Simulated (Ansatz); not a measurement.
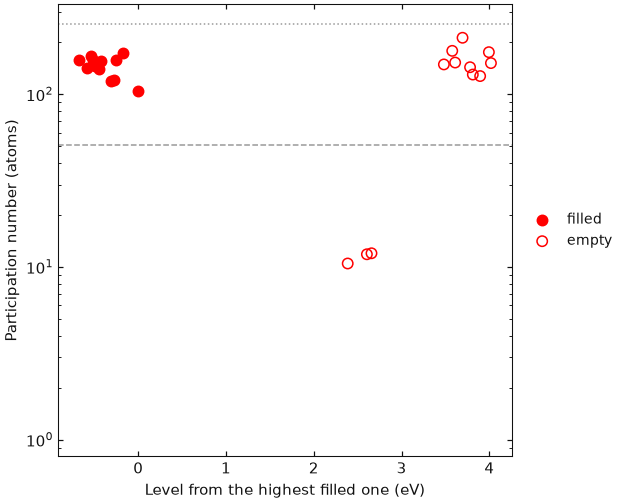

Levels near the gap of a 255-atom cell against the number of atoms over which each spreads (dotted: all atoms; dashed: a fifth of them). Host SiC.

Structure: Si₁₂₈C₁₂₇ (defect cell), 255 atoms in the cell, cell charge +2 e.

Level of theory: DFT, HSE06, PAW, plane waves, one k point, (0.25, 0.25, 0.25), 420 eV cutoff; code Ansatz 0.2.0.

Which of these levels are localised (under the dashed line)?

Answer. 3 of the 24 levels shown spread over less than a fifth of the cell: 2.39 eV (empty, over about 10 atoms, mostly Si), 2.60 eV (empty, over about 12 atoms, mostly Si) and 2.66 eV (empty, over about 12 atoms, mostly Si).

How far apart are the highest filled and the lowest empty level?

Answer. The lowest empty level lies 2.39 eV above the highest filled one.

One k point in a finite cell, so levels carry errors of tenths of an eV.
